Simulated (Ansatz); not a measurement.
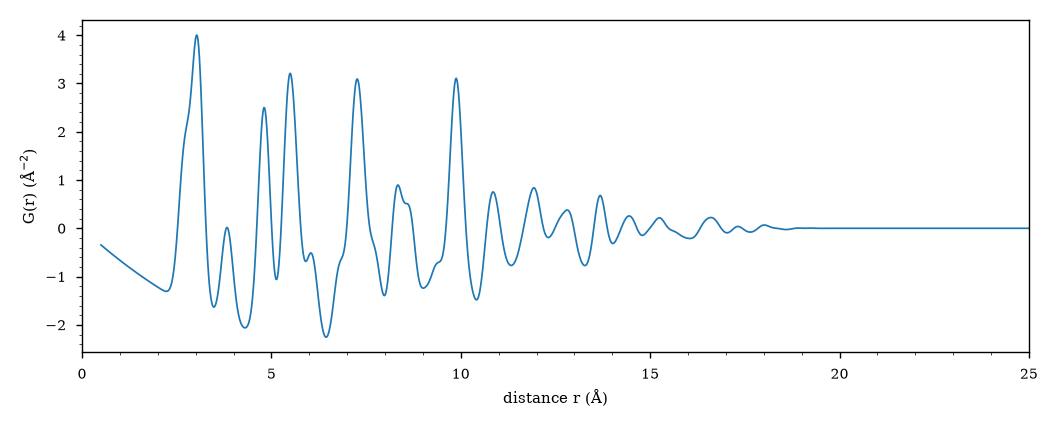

The curve is a calculated X-ray PDF: distances of the static structure, each pair weighted by the product of the atomic numbers (X-ray weights at Q = 0), broadened by Gaussians with σ = 0.15 Å, for spherical particles of Ta with the bulk structure: the bulk G(r) is multiplied by the envelope of a sphere of diameter D, 1 − 3r/2D + r³/2D³, with no surface relaxation. The number density is 0.057 atoms per Å³. Structure used: the end point of a relaxation with DFT, LDA (PW92), plane waves (420 eV) with PAW, scalar-relativistic in Ansatz; the starting structure was generated, so it need not be a known form of this composition.

Question: How large are the particles?

Answer: About 20 Å (2.0 nm): the signal vanishes at r = D, fading from view somewhat earlier.

Question: Roughly how many atoms does one particle hold?

Answer: About 240 (number density 0.057 Å⁻³ times πD³/6).
